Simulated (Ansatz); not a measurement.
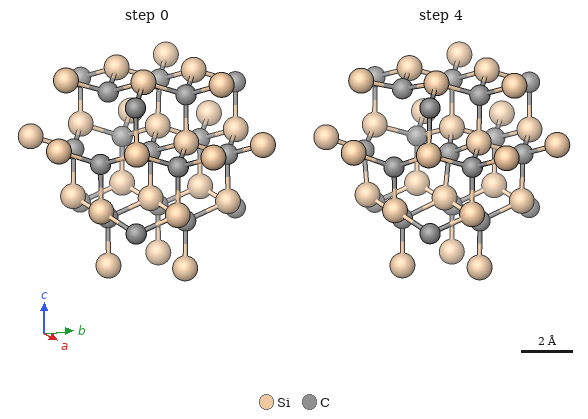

The structure of a defect cell of composition Si₄₇C₄₈ (cell charge −4) before (left) and after (right) a relaxation, at one scale.

Style: ball-and-stick. Shown: the atoms within 5.0 Å of the atom that moves most (axes of the cell of the calculation (origin shifted)), slightly off an axis.

The calculation used Ansatz 0.2.0, DFT, PBEsol, PAW, plane waves. Set-up: plane-wave cutoff 420 eV; k-point mesh 1 × 1 × 1; mesh shifted by (0.25, 0.25, 0.25); no spin polarisation; atoms relaxed in a fixed cell; force threshold 0.03 eV/Å; at most 80 steps.

What changed between the two?

The energy falls by 3.709 eV per cell of the calculation in 4 geometry steps. The largest force component goes from 3.4 to 0.011 eV/Å. The largest move is that of a C atom, 0.22 Å roughly along [0 2 −1]. By element the largest moves are C 0.22 Å, Si 0.12 Å. The cell stays as it was. Near-neighbour distances that change, for instance: C–Si 1.945 → 1.778 Å, C–Si 1.919 → 1.783 Å, C–Si 1.899 → 1.773 Å, C–Si 1.782 → 1.903 Å. Among the angles between lasting bonds that change: C–Si–C 108.8° → 117.9°, Si–C–Si 107.9° → 114.6°, Si–C–Si 107.8° → 114.1°.

Limits of the set-up: the cell is charged, on a uniform background, and energies carry no finite-size correction.
